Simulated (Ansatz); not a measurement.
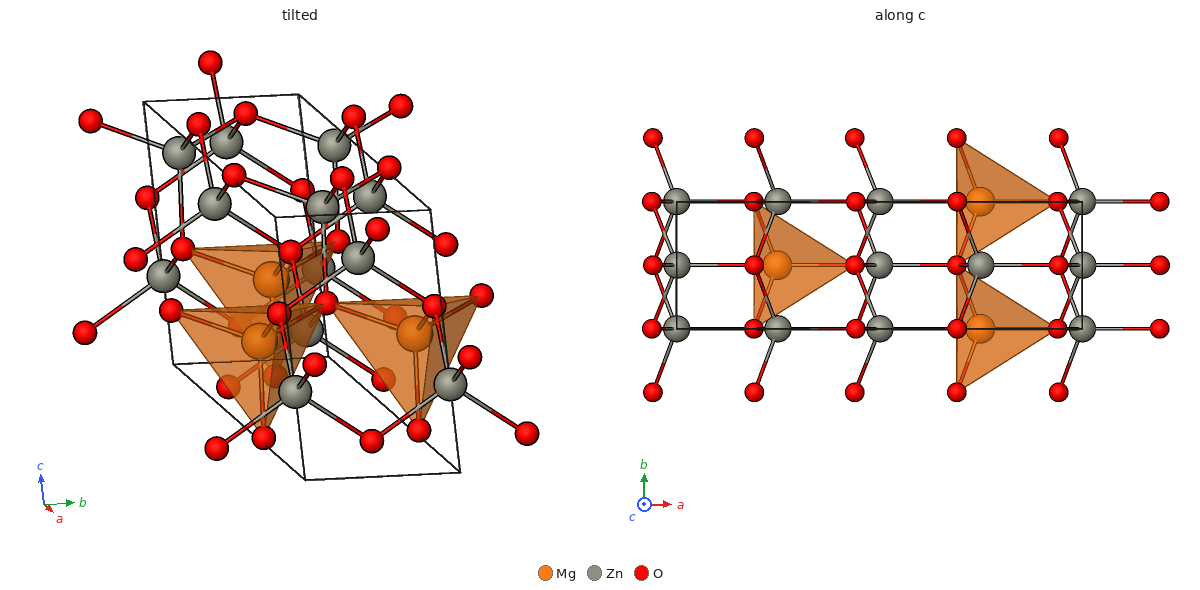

Shown here is a polyhedral view of the crystal, taken slightly off an axis and along the c axis. The conventional unit cell is drawn as a box. A few atoms beyond the faces are included.

MgZn3O4, space group Cm (No. 8), a = 11.79 Å, b = 3.25 Å, c = 5.60 Å, α = 90.00°, β = 118.36°, γ = 90.00°.

Setup: DFT, PBEsol, plane waves, PAW (Ansatz 0.2.0); plane waves up to 420 eV, k-points about 0.34 Å⁻¹ apart, no spin polarisation.

### What is the band gap, if any?

A semiconductor at this level, with a gap of 1.25 eV, direct.

### State the electronic part of the dielectric constant.

ε∞ averages 4.4.

The initial geometry was a structure listed in the Materials Project. Earlier steps of the study may have refined or changed the cell and positions. It was run through Ansatz as a DFT input.
